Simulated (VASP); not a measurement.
## Band-structure run, with input and output: ZrS$_{2}$ (part 2 of 2)

The same run, continued: ZrS$_{2}$ (3 atoms in the cell); Kohn-Sham DFT of a periodic cell, PBE with D3(BJ), VASP PAW PBE potentials, recommended, no spin polarisation (VASP 6.6.1); cutoff 520 eV, 9×9×5 k-mesh, Gaussian smearing of 0.03 eV. The structure derives from a Materials Project entry.

Geometry of the input (Å; fractional positions):
```
3.6341  -0.0000  -0.0000
-1.8171  3.1473  -0.0000
-0.0000  0.0000  5.7240
Zr 0.0000  1.0000  1.0000
S  0.6667  0.3333  0.7448
S  0.3333  0.6667  0.2552
```

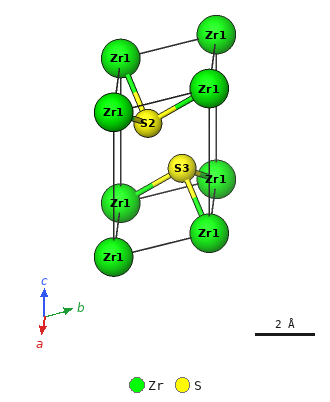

**Figure 1.** The structure as given in the input (ball-and-stick view of the cell of the calculation, seen at an oblique angle; atoms are numbered from 1 in the order of the input).

## Parts of OUTCAR, continued
```
 Generating k-lattice:

  Cartesian coordinates                     Fractional coordinates (reciprocal lattice)
     0.030574265  0.017652060  0.000000000     0.111111111 -0.000000000  0.000000000
     0.000000000  0.035304120  0.000000000     0.000000000  0.111111111  0.000000000
     0.000000000  0.000000000  0.034940818     0.000000000  0.000000000  0.200000000

  Length of vectors
     0.035304120  0.035304120  0.034940818

  Shift w.r.t. Gamma in fractional coordinates (k-lattice)
     0.000000000  0.000000000  0.000000000

 Subroutine IBZKPT returns following result:
 ===========================================

 Found     50 irreducible k-points:

 Following reciprocal coordinates:
            Coordinates               Weight
  0.000000  0.000000  0.000000      1.000000
  0.111111  0.000000  0.000000      6.000000
  0.222222  0.000000  0.000000      6.000000
  0.333333  0.000000  0.000000      6.000000
  0.444444  0.000000  0.000000      6.000000
  0.111111  0.111111  0.000000      6.000000
  0.222222  0.111111  0.000000     12.000000
  0.333333  0.111111  0.000000     12.000000
  0.444444  0.111111  0.000000      6.000000
  0.222222  0.222222  0.000000      6.000000
  0.333333  0.222222  0.000000     12.000000
  0.333333  0.333333  0.000000      2.000000
  0.000000  0.000000  0.200000      2.000000
  0.111111  0.000000  0.200000      6.000000
  0.000000  0.111111  0.200000      6.000000
  0.222222  0.000000  0.200000      6.000000
  0.000000  0.222222  0.200000      6.000000
  0.333333  0.000000  0.200000      6.000000
 -0.000000  0.333333  0.200000      6.000000
  0.444444  0.000000  0.200000      6.000000
  0.000000  0.444444  0.200000      6.000000
  0.111111  0.111111  0.200000     12.000000
  0.222222  0.111111  0.200000     12.000000
 -0.111111  0.333333  0.200000     12.000000
 [... further k-points ...]
   k-points           NKPTS =     50   k-points in BZ     NKDIM =     50   number of bands    NBANDS=     19
   number of dos      NEDOS =    301   number of ions     NIONS =      3
   total plane-waves  NPLWV =  37632
   dimension x,y,z NGX =    28 NGY =   28 NGZ =   48
   dimension x,y,z NGXF=    56 NGYF=   56 NGZF=   96
   ions per type =               1   2
   NGX,Y,Z   is equivalent  to a cutoff of  12.81, 12.81, 13.94 a.u.
   NGXF,Y,Z  is equivalent  to a cutoff of  25.62, 25.62, 27.88 a.u.
 SYSTEM =  ZrS2
   PREC   = accura    normal or accurate (medium, high low for compatibility)
   ISTART =      0    job   : 0-new  1-cont  2-samecut
   ICHARG =      2    charge: 1-file 2-atom 10-const
   ISPIN  =      1    spin polarized calculation?
   LNONCOLLINEAR =      F non collinear calculations
   LSORBIT =      F    spin-orbit coupling
   LASPH  =      T    aspherical Exc in radial PAW
   ENCUT  =  520.0 eV  38.22 Ry    6.18 a.u.   6.76  6.76 10.64*2*pi/ulx,y,z
   NELM   =     80;   NELMIN=  2; NELMDL= -5     # of ELM steps
   EDIFF  = 0.1E-05   stopping-criterion for ELM
   LREAL  =      F    real-space projection
   EDIFFG = 0.1E-04   stopping-criterion for IOM
   NSW    =      0    number of steps for IOM
   IBRION =     -1    ionic relax: 0-MD 1-quasi-New 2-CG
   NFREE  =      0    steps in history (QN), initial steepest desc. (CG)
   ISIF   =      2    stress and relaxation
   ISYM   =      2    0-nonsym 1-usesym 2-fastsym
   POTIM  = 0.5000    time-step for ionic-motion
   TEBEG  =    0.0;   TEEND  =   0.0 temperature during run
   PSTRESS=    0.0 pullay stress
   NELECT =      24.0000    total number of electrons
   NUPDOWN=      -1.0000    fix difference up-down
   EMIN   =  10.00;   EMAX   =-10.00  energy-range for DOS
   EFERMI =   0.00;   METHOD = LEGACY
   ISMEAR =     0;   SIGMA  =   0.03  broadening in eV -4-tet -1-fermi 0-gaus
   EFERMI_NEDOS =   21; number of points for ismear=-14 and -15
   IALGO  =     38    algorithm
   IMIX   =      4    mixing-type and parameters
     AMIX     =   0.40;   BMIX     =  1.00
     AMIX_MAG =   1.60;   BMIX_MAG =  1.00
  volume/ion in A,a.u.               =      21.82       147.27
  Fermi-wavevector in a.u.,A,eV,Ry     =   1.171660  2.214117 18.677915  1.372788
  Thomas-Fermi vector in A             =   2.308101
   LORBIT       =      0    0 simple, 1 ext, 2 COOP (PROOUT), +10 PAW based schemes
   GGA     = PE    functional components
   LHFCALC =     F    Hartree Fock is set to
   AEXX    =    0.0000 exact exchange contribution
   IVDW    =    12    specifies the selected vdW correction
   LEPSILON=     F    determine dielectric tensor
   LRPA    =     F    only Hartree local field effects (RPA)
 non-spin polarized calculation
 Gauss-broadening in eV      SIGMA  =   0.03
  energy-cutoff  :      520.00
  volume of cell :       65.47
 maximum number of plane-waves:      1785
 NGX is ok and might be reduce to    28
   NGX = 13   NGY = 13   NGZ = 21

 number of electron      24.0000003 magnetization

 Free energy of the ion-electron system (eV)
  ---------------------------------------------------
  ext. energy  EPLUGINS =         0.00000000
  ---------------------------------------------------
  free energy    TOTEN  =       -21.36698217 eV

  energy without entropy =      -21.36698217  energy(sigma->0) =      -21.36698217

 the core state eigenenergies are
   1-  1s -17811.4447  2s  -2458.7713  2p  -2191.2702  3s   -394.0440  3p   -306.9278
       3d   -164.0372
   2-  1s  -2393.1812  2s   -199.3508  2p   -144.1145
   3-  1s  -2393.1812  2s   -199.3508  2p   -144.1145

 E-fermi :   5.3893     XC(G=0):  -9.8198     alpha+bet :-11.9205

 val. band max:        5.2622558132   @ k =   0.0000   0.0000   0.0000
 cond. band min:       5.9629668753   @ k =   0.0000   0.4444   0.4000
 fundamental gap:      0.7007110622
 Fermi energy:         5.3892879509

 k-point     1 :       0.0000    0.0000    0.0000
  band No.  band energies     occupation
      1     -43.8413      2.00000
      2     -21.9185      2.00000
      3     -21.7525      2.00000
      4     -21.7525      2.00000
      5      -7.7453      2.00000
      6      -6.1214      2.00000
      7       0.4593      2.00000
      8       2.3003      2.00000
      9       2.3003      2.00000
     10       5.0297      2.00000
     11       5.0297      2.00000
     12       5.2623      2.00000
     13       6.6863      0.00000
     14       6.6863      0.00000
     15       7.3821      0.00000
     16       9.9086      0.00000
     17       9.9086      0.00000
     18      10.8321      0.00000
     19      11.1310      0.00000

 k-point     2 :       0.1111    0.0000    0.0000
  band No.  band energies     occupation
      1     -43.8387      2.00000
      2     -21.9110      2.00000
      3     -21.7871      2.00000
      4     -21.7599      2.00000
      5      -7.6136      2.00000
      6      -6.1578      2.00000
      7       0.6400      2.00000
      8       2.1869      2.00000
      9       2.3775      2.00000
     10       4.2205      2.00000
     11       4.6786      2.00000
     12       5.2080      2.00000
     13       6.7544      0.00000
     14       7.0822      0.00000
     15       7.5258      0.00000
     16       9.6735      0.00000
     17       9.9054      0.00000
     18      11.6180      0.00000
     19      11.8366      0.00000

 k-point     3 :       0.2222    0.0000    0.0000
  band No.  band energies     occupation
      1     -43.8323      2.00000
      2     -21.8933      2.00000
      3     -21.8721      2.00000
      4     -21.7785      2.00000
      5      -7.2650      2.00000
      6      -6.2460      2.00000
      7       1.1228      2.00000
      8       2.0307      2.00000
      9       2.5439      2.00000
     10       2.8478      2.00000
     11       4.1626      2.00000
     12       4.7721      2.00000
     13       6.5534      0.00000
     14       7.6814      0.00000
     15       7.9445      0.00000
     16       9.9802      0.00000
     17      10.0838      0.00000
     18      12.6362      0.00000
     19      13.2732      0.00000

 k-point     4 :       0.3333    0.0000    0.0000
  band No.  band energies     occupation
      1     -43.8251      2.00000
      2     -21.9701      2.00000
      3     -21.8694      2.00000
      4     -21.7996      2.00000
      5      -6.8523      2.00000
      6      -6.3169      2.00000
      7       1.3622      2.00000
      8       1.8364      2.00000
      9       2.3127      2.00000
     10       2.6422      2.00000
     11       3.8727      2.00000
     12       3.9581      2.00000
     13       6.2974      0.00000
     14       8.1245      0.00000
     15       8.4608      0.00000
     16      10.5193      0.00000
     17      10.6355      0.00000
     18      12.7860      0.00000
     19      13.3603      0.00000

 k-point     5 :       0.4444    0.0000    0.0000
  band No.  band energies     occupation
      1     -43.8203      2.00000
      2     -22.0314      2.00000
      3     -21.8552      2.00000
      4     -21.8133      2.00000
      5      -6.6479      2.00000
      6      -6.2594      2.00000
      7       0.7167      2.00000
      8       2.2611      2.00000
      9       2.6295      2.00000
     10       2.6309      2.00000
     11       3.2045      2.00000
     12       3.8098      2.00000
     13       6.1452      0.00000
     14       8.4233      0.00000
     15       8.7793      0.00000
     16      10.8758      0.00000
     17      10.9601      0.00000
     18      12.0823      0.00000
     19      13.2660      0.00000

 [... the levels of 8 k-points are left out ...]

 k-point    14 :       0.1111    0.0000    0.2000

------------------------ aborting loop because EDIFF is reached ----------------------------------------

 Edisp (eV)   -1.08967

 E8    (eV) :    -0.4628

  FORCE on cell =-STRESS in cart. coord.  units (eV):
  Direction    XX          YY          ZZ          XY          YZ          ZX
  --------------------------------------------------------------------------------------
  -------------------------------------------------------------------------------------
  Total      -0.00490    -0.00490    -0.01374    -0.00000     0.00000     0.00000
  in kB      -0.11989    -0.11989    -0.33634    -0.00000     0.00000     0.00000
  external pressure =       -0.19 kB  Pullay stress =        0.00 kB

 VOLUME and BASIS-vectors are now :
 -----------------------------------------------------------------------------
  energy-cutoff  :      520.00
  volume of cell :       65.47
      direct lattice vectors                 reciprocal lattice vectors
     3.634138450 -0.000000000  0.000000000     0.275168383  0.158868540  0.000000000
    -1.817069220  3.147256216  0.000000000     0.000000000  0.317737080  0.000000000
     0.000000000  0.000000000  5.723964435     0.000000000  0.000000000  0.174704090

 POSITION                                       TOTAL-FORCE (eV/Angst)
 -----------------------------------------------------------------------------------
      0.00000      0.00000      0.00000        -0.000000      0.000000      0.000000
      1.81707      1.04909      4.26311         0.000000      0.000000     -0.006408
     -0.00000      2.09817      1.46085         0.000000     -0.000000      0.006408
 -----------------------------------------------------------------------------------
    total drift:                                0.000000      0.000000     -0.000000

  FREE ENERGIE OF THE ION-ELECTRON SYSTEM (eV)
  ---------------------------------------------------
  free  energy   TOTEN  =       -22.4566542168 eV

  energy  without entropy=      -22.4566542168  energy(sigma->0) =      -22.45665422
```

## CONTCAR
```
ZrS2
   1.00000000000000
     3.6341384500000000   -0.0000000001000000    0.0000000000000000
    -1.8170692202000001    3.1472562155000001    0.0000000000000000
     0.0000000000000000    0.0000000000000000    5.7239644351000001
  Zr              S
     1     2
Direct
     0.0000000000000000    0.0000000000000000    0.0000000000000000
     0.6666666699999979    0.3333333300000021    0.7447833640796304
     0.3333333300000021    0.6666666699999979    0.2552166359203696

  0.00000000E+00  0.00000000E+00  0.00000000E+00
  0.00000000E+00  0.00000000E+00  0.00000000E+00
  0.00000000E+00  0.00000000E+00  0.00000000E+00
```

## Summary

```json
{"quantity": "outcome", "value": "converged"}
{"quantity": "space group (tolerance 0.01 Å)", "value": "P-3m1 (164)"}
{"quantity": "electrons treated", "value": "24"}
{"quantity": "free energy", "value": "−22.4567 eV"}
{"quantity": "dispersion energy", "value": "−1.0897 eV"}
{"quantity": "Fermi energy of the self-consistent step", "value": "5.389 eV"}
{"quantity": "gap on the k-point mesh", "value": "0.70 eV"}
{"quantity": "gap on the band path", "value": "0.66 eV"}
{"quantity": "pressure", "value": "−0.02 GPa"}
{"quantity": "largest force (length of the vector)", "value": "0.006 eV/Å"}
{"quantity": "hardware", "value": "1 thread of Intel Xeon (Granite Rapids), 64 GiB of memory available, shared host"}
{"quantity": "wall time", "value": "56 s"}
{"quantity": "peak memory", "value": "0.24 GiB"}
```
